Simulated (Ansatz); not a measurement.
Structure data:

```
Mg O
1.0
     3.57059    0.00000    0.00000
    -1.78530    3.09222    0.00000
     0.00000    0.00000   10.48194
Mg O
3 6
Cartesian
  0.0000 0.0000 0.0000
  1.7853 1.0307 3.4940
  0.0000 2.0615 6.9880
  1.7853 1.0307 7.9885
  1.7853 1.0307 9.4814
  0.0000 2.0615 1.0005
  0.0000 2.0615 2.4935
  0.0000 0.0000 4.4945
  0.0000 0.0000 5.9874
```

### Describe what this structure looks like.

The compound is MgO₂. It takes space group R-3m (No. 166) on a rhombohedral (trigonal R) lattice. With Z = 3, the cell contains 3 Mg, 6 O. Taking every contact within bonding distance, one finds Mg 6 and O 4.

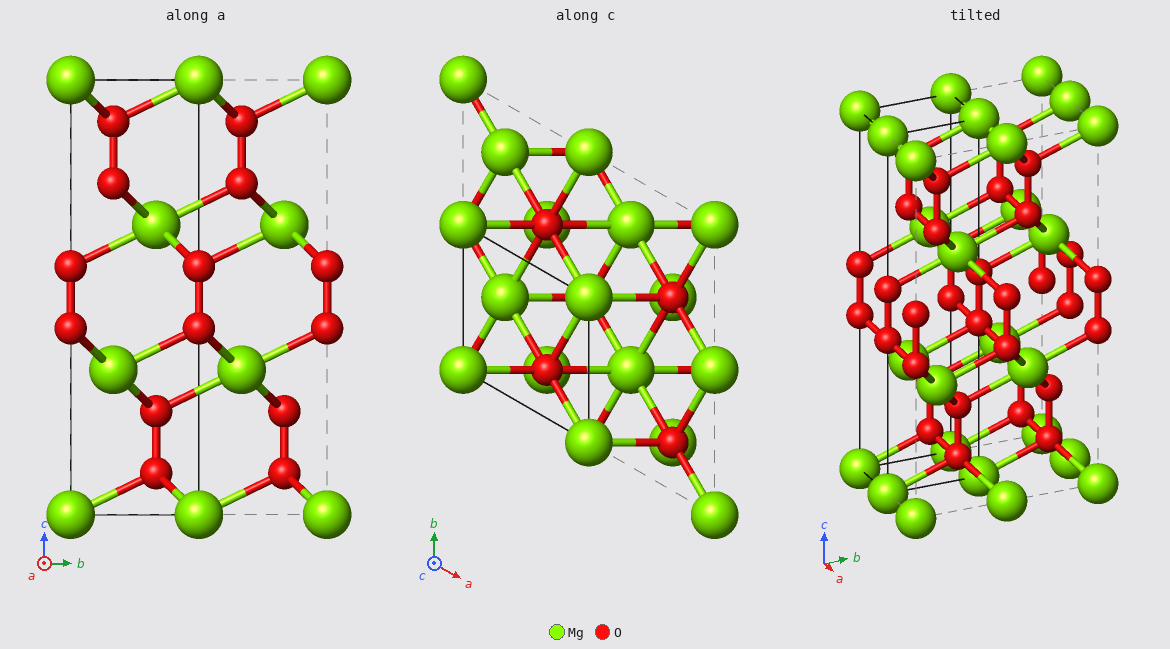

Structure drawing (ball-and-stick), viewed along the a axis, along the c axis and slightly off an axis. A 2×2×1 array of cells is drawn; the conventional unit cell has the solid edges. Colours: magnesium green, oxygen red.

Source of the structure: a structure listed in the Materials Project. The cell was then strained or its atoms displaced on purpose. A calculation with Ansatz used it as input.

At this level of theory the cell isn't at rest (stretched, at -20 GPa), so its distances can differ from those at equilibrium, the more so the softer the solid.
